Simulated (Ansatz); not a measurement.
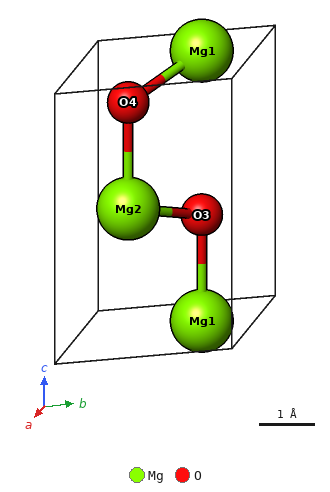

The structure (ball-and-stick view of the cell of the calculation, seen slightly off an axis; atoms are numbered from 1 in the order of the input). Near neighbours in the crystal (not all of them lie inside the picture): Mg has 4 O at 2.02 to 2.03 Å; O has 4 Mg at 2.02 to 2.03 Å.

# Band-structure calculation, with input and output: MgO

System: MgO (P6₃mc, 4 atoms in the cell).
Method: DFT, r2SCAN, plane waves, PAW, no spin polarisation (Ansatz 0.2.0).

The structure was built on a prototype by a generator. The geometry comes from this level: r2SCAN (a point of a series of strains). It belongs to a series of runs on one base structure; here: hydrostatic strain +2.5%. Figures and captions count atoms from 1; the log counts them from 0 in places.

Input
```yaml
crystal:
  lattice:
    - [3.3704226164, 1.0e-10, 0.0]
    - [-1.6852113083, 2.9188716073, 0.0]
    - [0.0, 0.0, 5.1602255714]
  atoms:
    - { symbol: Mg, position: [0.3333333333, 0.6666666667, -0.0089108208] }
    - { symbol: Mg, position: [0.6666666667, 0.3333333333, 0.4910891792] }
    - { symbol: O, position: [0.3333333333, 0.6666666667, 0.3839108208] }
    - { symbol: O, position: [0.6666666667, 0.3333333333, 0.8839108208] }
kpoints:
  mp_grid: { grid: [12, 12, 6] }
  band_path:
    path:
      - [0.0, 0.0, 0.0]
      - [0.5, 0.0, 0.0]
      - [0.3333333333, 0.3333333333, 0.0]
      - [0.0, 0.0, 0.5]
      - [0.5, 0.0, 0.5]
      - [0.3333333333, 0.3333333333, 0.5]
    npoints: 1
hamiltonian:
  xc: r2scan
scf:
  occupations: { method: fixed }
  n_extra_bands: 5
output:
  forces: true
  stress: true
  eigenvalues: true
  write_density: true
  write_potential: true
  elf: true
  volumetric_format: npy
```

Run on 2 threads of Arm Neoverse N1, 16 GiB of memory available, shared host.

Run as:
```bash
ansatz run input.yaml --threads 2 --pin off --max-ram 2211MiB --backend cpu --events-out ev --progress --plain --runs-dir out
```

The program's output
```
scf.n_extra_bands = 5 over 16 filled bands (N_el = 32.0): the run solves 21 bands
Engine: ansatz 0.2.0, aarch64-unknown-linux-gnu
Pseudopotentials: kind: paw
Pseudopotential: Mg, paw, valence charge 10, recommended cutoff 500 eV (meta_gga), Mg.paw.azcp
Pseudopotential: O, paw, valence charge 6, recommended cutoff 500 eV (meta_gga), O.paw.azcp
Functional definition: r2SCAN
  parameter k0 = 0.174
  parameter k1 = 0.065
  parameter a1 = 4.9479
  exchange = r2scan_x(k0 = k0, k1 = k1, a1 = a1)
  correlation = r2scan_c
Crystal: 4 atoms, lattice volume = 50.765 Å³
Basis set: ecut = 500 eV, 1303 PW (Γ), exchange–correlation on 100×100×160 points (64 copies of the dense FFT grid, shifted against one another)
Bands: 21, of which v1, the nominal top of the filled ones, is band 16 counted from 1 (15 counted from 0)
Symmetry: 12 space group operations
Space group: P63mc (ITA 186), of the structure as read, at distance tolerance 3.7e-5 Å
k-points: 76 of 864 (time reversal used)
Non-local potential: Mg, projectors of the file, l = 0: 3, l = 1: 2, l = 2: 1
Non-local potential: O, projectors of the file, l = 0: 2, l = 1: 2, l = 2: 1
PAW form: soft (Blöchl's): semilocal exchange-correlation on the pseudo side does not see the compensation charge
PAW frozen core: Mg, regenerated for the run's functional (the file was generated under x = pbe(κ = 0.804, μ = 0.2195149727645171), c = pbe(β = 0.06672455060314922))
PAW frozen core: O, regenerated for the run's functional (the file was generated under x = pbe(κ = 0.804, μ = 0.2195149727645171), c = pbe(β = 0.06672455060314922))
PAW one-centre angular grid: Mg, 302 points (default); XC on 224 Gauss nodes
PAW one-centre angular grid: O, 302 points (default); XC on 160 Gauss nodes
Initial density: superposition of atomic densities (neutral atoms: chi_scale 0, normalization atom), corrected by the library's trained network
Initial wavefunctions: pseudopotential atomic-orbital guess
Functional: x = r2scan, c = r2scan; τ floored in thin density (d = 2e-4 eV/Å³)
SCF iter   1: F=—  HF=-4996.026414 eV  |F-HF|=—  |Δ(HF+E_count)|=         —  Δρ=8.44e-3  dr2=2.00e-2  dr2_τ=1.14e-1  ethr=1.77e-3  ⟨swp⟩=4.8  Hψ=6790  notcnv=0  defer=228
preconditioner: auto → Resta (q_TF=auto, 2.526 Å⁻¹)  ε∞=2.8  [insulator: Δε(μ)=3.883 eV  Ē_g=15.666 eV  n_scr=22 (ndim 8)  ℏωp=20.8 eV  f_vac=0.041  ε∞_Penn≈2.8]
SCF iter   2: F=—  HF=-4996.117180 eV  |F-HF|=—  |Δ(HF+E_count)|=   9.08e-2  Δρ=4.17e-3  dr2=4.47e-3  dr2_τ=4.11e-4  ethr=6.26e-5  ⟨swp⟩=3.0  Hψ=3729  notcnv=0  defer=228
SCF iter   3: F=—  HF=-4996.117231 eV  |F-HF|=—  |Δ(HF+E_count)|=   5.14e-5  Δρ=1.06e-3  dr2=3.26e-4  dr2_τ=2.43e-5  ethr=1.40e-5  ⟨swp⟩=3.0  Hψ=2888  notcnv=0  defer=228
SCF iter   4: F=—  HF=-4996.117245 eV  |F-HF|=—  |Δ(HF+E_count)|=   1.35e-5  Δρ=1.45e-4  dr2=6.66e-6  dr2_τ=1.02e-6  ethr=1.02e-6  ⟨swp⟩=2.0  Hψ=1672  notcnv=0  defer=228
SCF iter   5: F=—  HF=-4996.117248 eV  |F-HF|=—  |Δ(HF+E_count)|=   3.59e-6  Δρ=4.18e-5  dr2=4.89e-7  dr2_τ=1.00e-7  ethr=2.08e-8  ⟨swp⟩=2.0  Hψ=1976  notcnv=0  defer=78
SCF iter   6: F=-4996.117248 eV  HF=-4996.117248 eV  |F-HF|=4.10e-8  |Δ(HF+E_count)|=   6.48e-8  Δρ=1.15e-5  dr2=7.89e-8  dr2_τ=4.99e-9  ethr=3.13e-10  ⟨swp⟩=13.6  Hψ=12175  notcnv=0
SCF 1 converged in 6 iterations: F = -4996.117248 eV  dr2 = 7.89e-8
  Residual-converged pass: ⟨swp⟩=1.0  Hψ=1900  notcnv=0  max |occ|·‖R‖ = 7.0e-9 eV (tolerance 1.0e-8 eV)  dr2=7.89e-8  dr2_τ=4.99e-9  dr2_onsite=1.07e-8  max |Δocc| = 0.0e0
  greatest PAW one-centre occupation: 1.000 electrons in one spin orbital (limit 2), on the Mg atom at site 1 (counted from 0), in its partial waves of l = 0
NSCF: frozen V_eff on 6 k-points
SCF converged after 6 iterations
Free energy (F): -4996.117248 eV
Harris-Foulkes:  -4996.117248 eV  (|F-HF|=4.10e-8)
Internal energy: -4996.117248 eV  (E = F + TS)
E sigma→0 (E₀):  -4996.117248 eV
Fermi energy:    3.921067 eV
--- Per-component energies (eV) ---
  E_band       = -731.858128
  E_kinetic    = 506.391701
  E_local      = -3818.677499  (includes V_loc(G=0)·N_el)
  E_nonlocal   = 285.257496
  E_hartree    = 1364.535980
  E_xc         = -203.688347
  E_vxc        = -294.717759  (∫ρ·V_xc dr)
  E_paw        = -911.680185  (= ΣΔE_a)
  E_vpaw       = -158.852363  (= ΣTr[D̂ρ^β])
  E_aug_tail   = 0.002014  (compensation charges beyond the density's cutoff)
  E_vtau       = 19.660968  (kinetic-family band-sum trace: ∫τ·v_τ [+ j·A + Jᵃ·Aᵃ] dr)
  E_ewald      = -2218.142110
  E_core_change = -0.116298  (= ΣΔE_core)
  E_smearing   = -0.000000  (= −TS)
  E_closure    = -0.000000  (closes the sum)
  Σ components = -4996.117248   (vs F -4996.117248, Δ=0.00e0)
--- Forces (eV/Å), atoms counted from 1 ---
  atom   1  Mg    -0.00000000     0.00000000    -0.00143961
  atom   2  Mg     0.00000000    -0.00000000    -0.00143961
  atom   3  O     -0.00000000     0.00000000     0.00119470
  atom   4  O      0.00000000    -0.00000000     0.00119470
  max |Σ_I F_I| component: 4.90e-4 eV/Å
--- Stress (GPa, compression-positive) ---
       -8.605411      -0.000000       0.000000
       -0.000000      -8.605411      -0.000000
        0.000000       0.000000      -6.892392
  P = ⅓ Tr σ = -8.0344 GPa (-80.344 kbar)
--- Band table (eV; the first three rows and the last of 76) ---
  k-point 0: bands = ["-70.7479", "-70.7452", "-35.8912", "-35.8557", "-35.8467", "-35.8467", "-35.8406", "-35.8406", "-12.9951", "-12.3299", "0.9235", "3.2948", "3.2948", "3.5930", "3.5930", "3.9211", "7.7411", "12.8158", "14.4968", "18.6219", "18.6219"]
  k-point 1: bands = ["-70.7477", "-70.7453", "-35.8889", "-35.8581", "-35.8463", "-35.8463", "-35.8410", "-35.8410", "-12.9526", "-12.3767", "1.0618", "3.3141", "3.3141", "3.5723", "3.5723", "3.5765", "8.1489", "12.2757", "15.0583", "18.6373", "18.6373"]
  k-point 2: bands = ["-70.7472", "-70.7458", "-35.8824", "-35.8647", "-35.8452", "-35.8452", "-35.8421", "-35.8421", "-12.8352", "-12.5029", "1.4630", "2.8449", "3.3673", "3.3673", "3.5164", "3.5164", "9.0749", "11.2778", "16.1531", "18.7587", "18.7587"]
  k-point 75: bands = ["-70.7453", "-70.7453", "-35.8791", "-35.8791", "-35.8549", "-35.8549", "-35.8532", "-35.8532", "-12.2909", "-12.2909", "1.5466", "1.5466", "2.0278", "2.0278", "3.5772", "3.5772", "12.8798", "12.8798", "14.3010", "14.3010", "16.9912"]
```

File bands.tsv
```
# k_distance	band_0	band_1	band_2	band_3	band_4	band_5	band_6	band_7	band_8	band_9	band_10	band_11	band_12	band_13	band_14	band_15	band_16	band_17	band_18	band_19	band_20
# fermi_ev = 3.921067
# lock_threshold_ev = 1e-6
# [0, 0, 0] at k_distance = 0.000000
# [0.5, 0, 0] at k_distance = 1.076304
# [0.3333333333, 0.3333333333, 0] at k_distance = 1.697708
# [0, 0, 0.5] at k_distance = 3.081624
# [0.5, 0, 0.5] at k_distance = 4.157927
# [0.3333333333, 0.3333333333, 0.5] at k_distance = 4.779332
# levels_relative_to = fermi_ev
# free_energy_ev = -4996.117248
# largest_residual_norms_ev = 3.166e-4 3.225e-4 3.738e-4 4.104e-4 3.563e-4 3.986e-4 3.431e-4 4.073e-4 1.723e-3 2.408e-3 1.293e-3 1.557e-3 1.524e-3 1.784e-3 1.161e-3 1.611e-3 1.087e-3 1.408e-3 9.477e-4 1.129e-3 1.626e-3
0.000000	-74.668944	-74.666243	-39.812309	-39.776749	-39.767782	-39.767782	-39.761640	-39.761640	-16.916139	-16.250997	-2.997589	-0.626281	-0.626281	-0.328104	-0.328104	0.000000	3.820016	8.894693	10.575774	14.700876	14.700876
1.076304	-74.667006	-74.666106	-39.799408	-39.788133	-39.786931	-39.781559	-39.773787	-39.765013	-16.362819	-16.157504	-2.818188	-2.018161	-1.576511	-1.131976	-0.722924	-0.430000	8.260796	8.504324	9.614603	11.231277	13.406070
1.697708	-74.666424	-74.666424	-39.793107	-39.793107	-39.781244	-39.781244	-39.781187	-39.770799	-16.219737	-16.219737	-2.478155	-1.760141	-1.760141	-1.180183	-1.078236	-1.078236	8.791758	8.880783	10.572350	10.572350	13.542371
3.081624	-74.667575	-74.667575	-39.794647	-39.794647	-39.764708	-39.764708	-39.764708	-39.764708	-16.592245	-16.592245	-1.836521	-1.836521	-0.479911	-0.479911	-0.479911	-0.479911	6.250848	6.250848	13.560578	13.560578	15.173658
4.157927	-74.666541	-74.666541	-39.800934	-39.800934	-39.777142	-39.777142	-39.769398	-39.769398	-16.253803	-16.253803	-2.853403	-2.853403	-0.800060	-0.800060	-0.640415	-0.640415	7.845803	7.845803	11.209094	11.209094	14.041369
4.779332	-74.666411	-74.666411	-39.800179	-39.800179	-39.775991	-39.775991	-39.774225	-39.774225	-16.211980	-16.211980	-2.374456	-2.374456	-1.893248	-1.893248	-0.343847	-0.343847	8.958732	8.958732	10.379972	10.379972	13.070129
```

File rho_z.tsv
```
# z_ang	rho[e/angstrom^3]
# format = ansatz-planar-average/11
# lattice	3.370422616	0.000000000	0.000000000
# lattice	-1.685211308	2.918871607	0.000000000
# lattice	0.000000000	0.000000000	5.160225571
# sites	4
# site	12	-0.000000000	1.945914405	-0.045981845
# site	12	1.685211308	0.972957202	2.534130940
# site	8	-0.000000000	1.945914405	1.981066435
# site	8	1.685211308	0.972957202	4.561179220
0.000000	1.529810e0
0.129006	1.194791e0
0.258011	7.426432e-1
0.387017	3.707178e-1
0.516023	1.675763e-1
0.645028	9.420235e-2
0.774034	7.877290e-2
0.903039	8.468932e-2
1.032045	1.045155e-1
1.161051	1.398316e-1
1.290056	1.960131e-1
1.419062	2.828699e-1
1.548068	4.085592e-1
1.677073	5.583123e-1
1.806079	6.973347e-1
1.935085	8.133730e-1
2.064090	9.506728e-1
2.193096	1.164756e0
2.322102	1.427605e0
2.451107	1.599958e0
2.580113	1.529810e0
2.709118	1.194791e0
2.838124	7.426432e-1
2.967130	3.707178e-1
3.096135	1.675763e-1
3.225141	9.420235e-2
3.354147	7.877290e-2
3.483152	8.468932e-2
3.612158	1.045155e-1
3.741164	1.398316e-1
3.870169	1.960131e-1
3.999175	2.828699e-1
4.128180	4.085592e-1
4.257186	5.583123e-1
4.386192	6.973347e-1
4.515197	8.133730e-1
4.644203	9.506728e-1
4.773209	1.164756e0
4.902214	1.427605e0
5.031220	1.599958e0
```

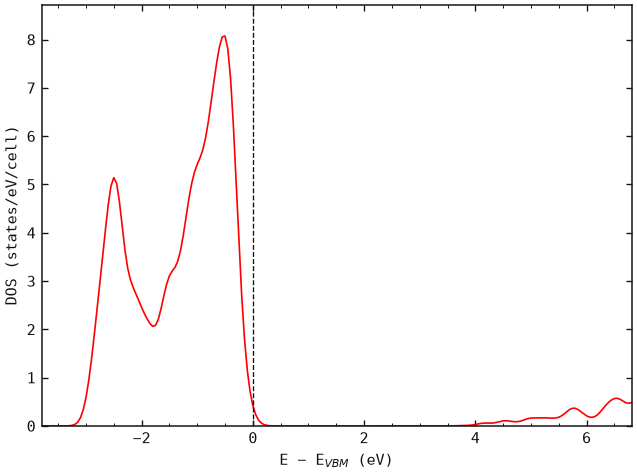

Density of states (the curve is built from the levels of the k mesh with Gaussians 0.3 eV wide, which also blur the band edges), with energies from the valence-band top. There is a gap of 3.82 eV on the k-point mesh. Small ripples come from the finite k-point mesh.

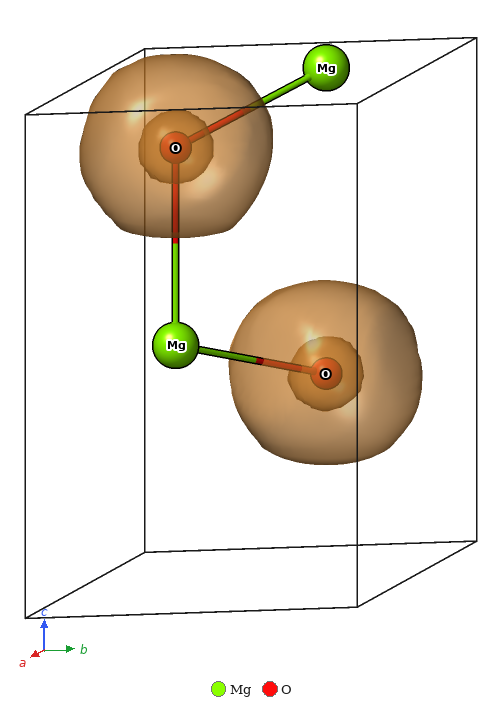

Isosurface of the ELF at 0.7 (orange), seen slightly off an axis. Core shells and regions of very low density are left out. Sticks mark near contacts. The outline is the cell set on symmetry axes. Profiles from the grid: Mg–O (2.02 Å): the ELF is about 0.35 at the midpoint. Core electrons are frozen (PAW), so the fields are smoothed inside the atomic spheres.

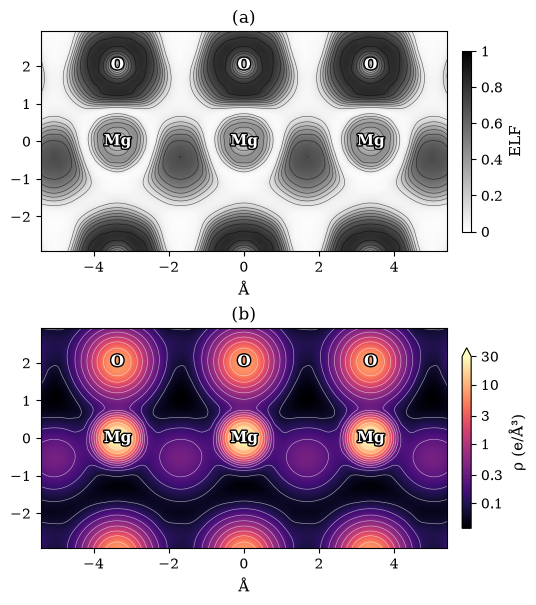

(a) ELF; (b) valence pseudo-density on the (010) plane of the conventional cell. The plane passes through Mg and O nuclei. Mg–O (2.03 Å): ρ is about 0.4 e/Å³ halfway; the ELF is about 0.35 at the midpoint. Away from the nuclei the density in this plane falls to 0.04 e/Å³ at its lowest.

Results in brief

- outcome: converged
- space group (tolerance 0.01 Å): P6₃mc (186)
- electrons treated: 32
- free energy: −4996.1172 eV
- Fermi energy: 3.921 eV
- gap on the k-point mesh: 3.82 eV
- pressure: −8.03 GPa
- largest force (length of the vector): 0.001 eV/Å
- wall time: 19 s (CPU time 37 s)
- peak memory: 0.48 GiB

Notes

The cell is under a tension of 8.0 GPa at this level, so it is not at its equilibrium volume.
